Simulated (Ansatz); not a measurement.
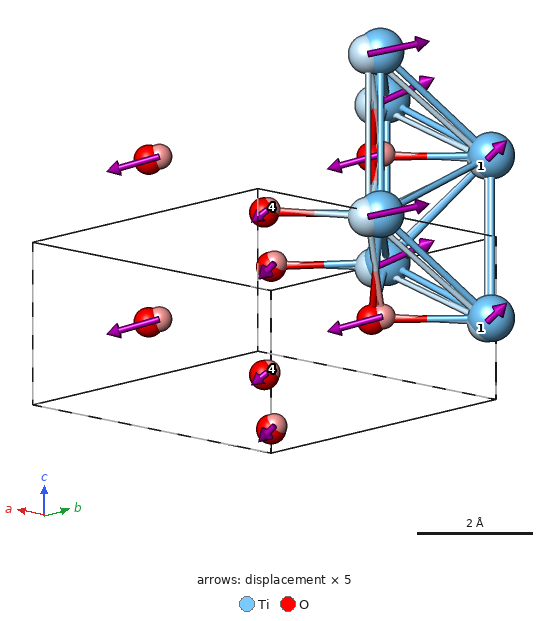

This is a relaxation of solid Ti$_{3}$O$_{4}$ (set up in P1). The starting structure is drawn faded, the final one solid; purple arrows show the displacements, magnified 5 times.

A ball-and-stick model of the cell of the calculation, repeated 1 × 1 × 2 with one cell outlined, seen from a free direction.

Case: all Ti atoms moved 0.3 Å in one direction; relaxed back.

Computed with DFT PBEsol, scalar-relativistic, plane waves, PAW (Ansatz 0.2.0). Set-up: plane-wave cutoff 420 eV; k-point mesh 8 × 8 × 12; occupations gaussian; smearing width 0.15 eV; no spin polarisation; atoms relaxed in a fixed cell; force threshold 0.01 eV/Å; at most 80 steps.

### What happened in the run?

A Ti atom moves most: 0.26 Å roughly along [0 2 1]. By element the largest moves are Ti 0.26 Å, O 0.20 Å. The lattice vectors keep their values. Among the contacts that change: O–Ti 2.290 → 2.013 Å, O–Ti 1.752 → 2.025 Å, O–Ti 1.819 → 2.083 Å, O–Ti 2.363 → 2.099 Å. Bond angles that change, for instance: Ti–O–Ti 160.1° → 176.9°, Ti–O–Ti 161.1° → 176.9°, Ti–O–Ti 99.8° → 84.1°. The space group (tolerance 0.01 Å) goes from P1 (No. 1) to Amm2 (No. 38). The energy falls by 2.109 eV per cell of the calculation in 13 geometry steps. The largest force component goes from 5 to 0.00074 eV/Å.
